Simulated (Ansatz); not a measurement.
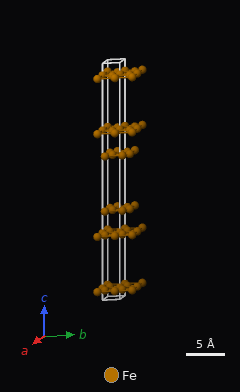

This is the input geometry for a relaxation of a crystal of Fe (built on the C_166 type) (coarse preliminary run). The picture is a ball-and-stick view of the conventional cell (3 times the calculation's cell), repeated 2 × 2 × 1 with one cell outlined, seen slightly off an axis. Lengths and directions refer to the drawn axes.

Case: C type (R-3m, No. 166).

Level of theory: Ansatz, DFT PBE, scalar-relativistic, plane waves, PAW.

Input
```yaml
crystal:
  lattice:
    - [1.2020028656, 0.693976678, 10.8962096203]
    - [-1.2020028656, 0.693976678, 10.8962096203]
    - [0.0, -1.387953356, 10.8962096203]
  atoms:
    - { symbol: Fe, position: [0.05, 0.05, 0.05] }
    - { symbol: Fe, position: [0.95, 0.95, 0.95] }
    - { symbol: Fe, position: [0.283, 0.283, 0.283] }
    - { symbol: Fe, position: [0.717, 0.717, 0.717] }
basis:
  ecutwfc: 420
kpoints:
  mp_grid: { grid: [9, 9, 9] }
hamiltonian:
  xc: pbe
scf:
  occupations: { method: gaussian, width: 0.1 }
  lower_state_search: "off"
output:
  forces: true
  stress: true
  eigenvalues: true
relax:
  adjacent_minimum: "off"
  f_tol: 0.04
  max_steps: 70
  cell: { stress_tol: 0.4 }
```

> Predict the outcome.

The largest moves relative to the cell, 1.05 Å, are those of Fe3 and Fe4. Fe3 goes along −c. The volume changes by +20.2 %, with a = b 2.404 → 2.424 Å (+0.8 %), c 32.689 → 38.637 Å (+18.2 %). Near-neighbour distances that change, for instance: Fe1–Fe2 3.269 → 2.233 Å, Fe1–Fe4 1.388 → 2.343 Å, Fe1–Fe1 2.404 → 2.424 Å. New bonds form: Fe1–Fe2 (3.27 → 2.23 Å). The space group stays R-3m (No. 166). After 21 accepted moves (24 points after the start) the energy has fallen by 69.485 eV per cell of the calculation. The largest force component goes from 1.3 to 0.0037 eV/Å. Pressure: 455.05 GPa at the start and 0.03 GPa at the end. The line search rejected the trial step at point 15 of the run. The SCF was repeated twice at an unchanged geometry on a basis and grid sized afresh for the cell, which shifted the energy by 0.205 eV per cell of the calculation at most.

Final geometry:

```
Fe
1.0
     1.21194    0.69971   12.87911
    -1.21194    0.69971   12.87911
     0.00000   -1.39942   12.87911
Fe
4
Direct
  0.02890 0.02890 0.02890
  0.97110 0.97110 0.97110
  0.25581 0.25581 0.25581
  0.74419 0.74419 0.74419
```

After the run, drawn alike:

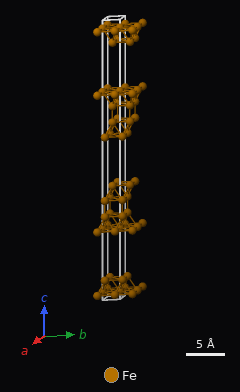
